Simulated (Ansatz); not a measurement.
# NbP: what the electrons do

Space group I4_1md; the calculation finds a residual pressure of about −6 GPa at this fixed cell. The cell comes from a database of computed structures, not from a measurement.

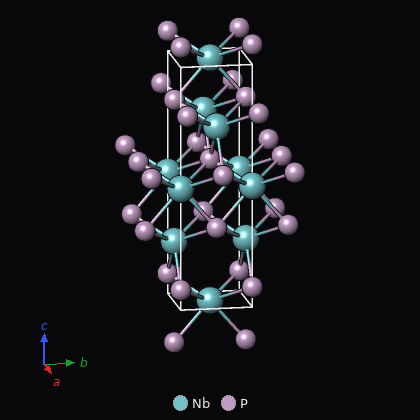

The conventional cell.

Input

```
crystal:
  lattice:
    - [0.0, -3.3498465088, 0.0]
    - [3.3498465088, 0.0, 0.0]
    - [-1.6749232544, 1.6749232544, 5.7401081759]
  atoms:
    - { symbol: Nb, position: [0.7498808, 0.7498808, 0.4997616] }
    - { symbol: Nb, position: [0.4998808, 0.9998808, 0.9997616] }
    - { symbol: P, position: [0.33274777, 0.33274777, 0.66549554] }
    - { symbol: P, position: [0.08274778, 0.58274778, 0.16549556] }
basis:
  ecutwfc: 420
  fft_grid_basis: typed
kpoints:
  mp_grid: { grid: [10, 10, 10] }
hamiltonian:
  xc: pbesol
  pseudopotentials: { kind: paw }
scf:
  occupations: { method: gaussian, width: 0.05 }
output:
  forces: true
  stress: true
  eigenvalues: true
  bader: true
  write_density: true
  volumetric_format: npy
  elf: true
```

Command:

```sh
ansatz run input.yaml --threads 1 --pin off --max-ram 2560MiB --backend cpu --events-out ev --progress --plain --runs-dir out
```

The picture shows the conventional cell (a = 3.35 Å, b = 3.35 Å, c = 11.48 Å, α = 90.00°, β = 90.00°, γ = 90.00°).

The calculation used DFT PBEsol, scalar-relativistic, plane waves, PAW in Ansatz.

Core electrons are frozen (PAW), so the maps are meaningful between the atoms, not at the nuclei.

Part 1: Bonding charge

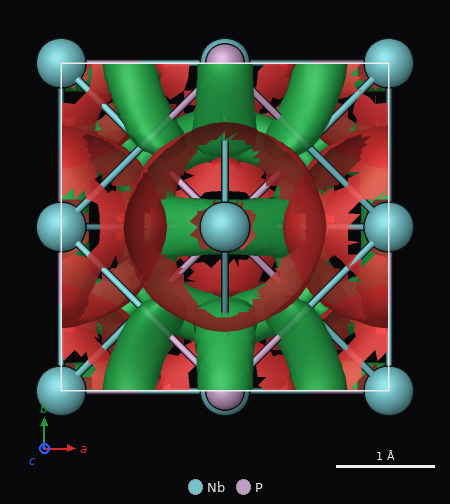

Deformation density (self-consistent density less superposed neutral spherical atoms): green surfaces at +0.06 and red ones at −0.06 e/Å³, in the conventional cell seen along the c axis (the regions close to the nuclei are left out). Cores are masked to 1.0 Å (Nb) and 0.8 Å (P).

What does the deformation density say about the bonding?

Nb–P (2.55 Å): Δρ is +0.06 e/Å³ at the midpoint.
- Nb–Nb (3.32 Å): Δρ is +0.03 e/Å³ at the midpoint.
- Over the whole cell, outside the masked cores, the largest gain, 0.09 e/Å³, lies 1.1 Å from a phosphorus nucleus and 1.5 Å from a niobium one, and the largest loss lies at the edge of the masked core of Nb.
- In all about 0.29 e an atom is rearranged against the free atoms.
- Bader charges: Nb +1.11 and P −1.11 e.

Part 2: One group of states

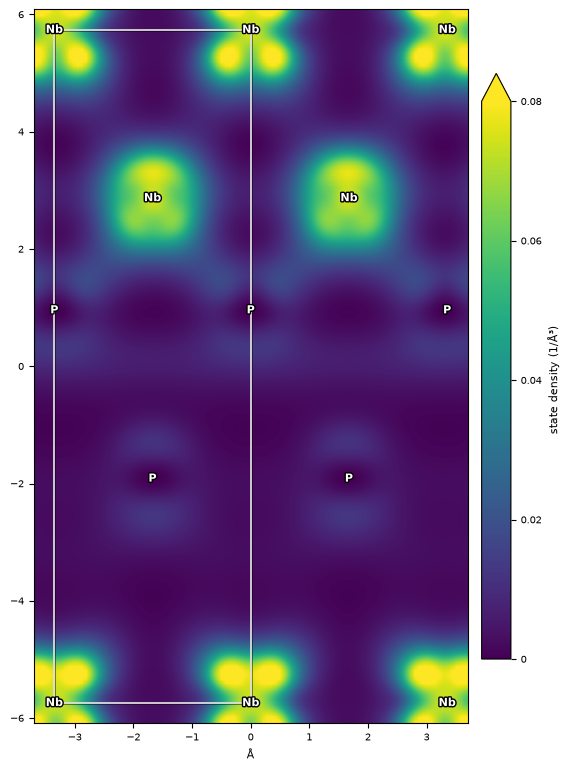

*Density of the Kohn–Sham states from 0.0 to +1.2 eV about the Fermi level (the empty states just over the Fermi level), scaled to one electron a cell: a map on the (010) plane of the conventional cell.*

What is the character of these states?

Löwdin projections on the PAW files' atomic orbitals give Nb 4d (85 %) and P 3p (10 %). In space (atomic cells sized by Bader volumes) the density divides as Nb about 70 % and P about 30 %.

Part 3: Change of volume

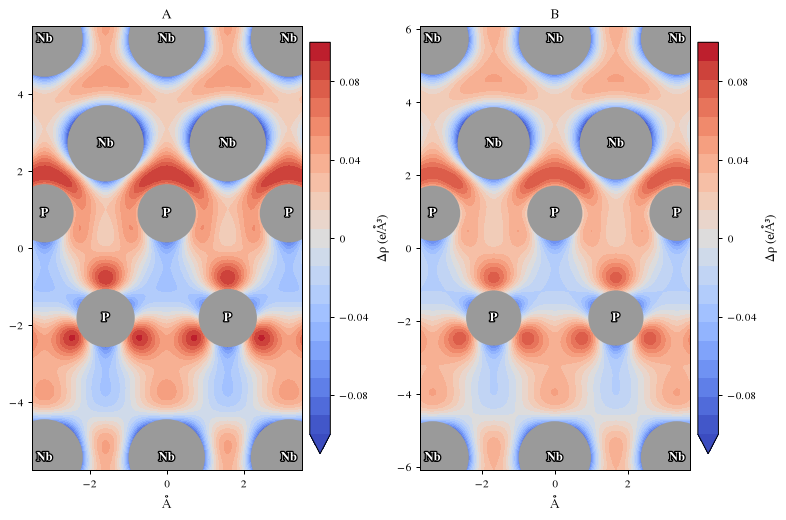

NbP: deformation density on the (010) plane of the conventional cell at two volumes, with the same fractional coordinates and one colour scale. Grey discs cover the cores.

How do the two volumes compare, and how does the bonding charge respond?

B is the larger cell: A has 85 % of the volume of B. The pressure is −6 GPa in B and 35 GPa in A. Bader charges in B: Nb +1.11 and P −1.11 e; in A: Nb +1.03 and P −1.03 e. The rearranged charge is 0.29 e an atom in B and 0.27 e in A.

Part 4: Putting it together

Charge passes from Nb (Pauling electronegativity 1.60) to P (2.19), the direction that the scale predicts; the Bader charges fall short of whole formal charges, as they usually do. The two pressures give a mean stiffness −ΔP/Δln V of about 252 GPa over this range, with the atoms held at their fractional positions.
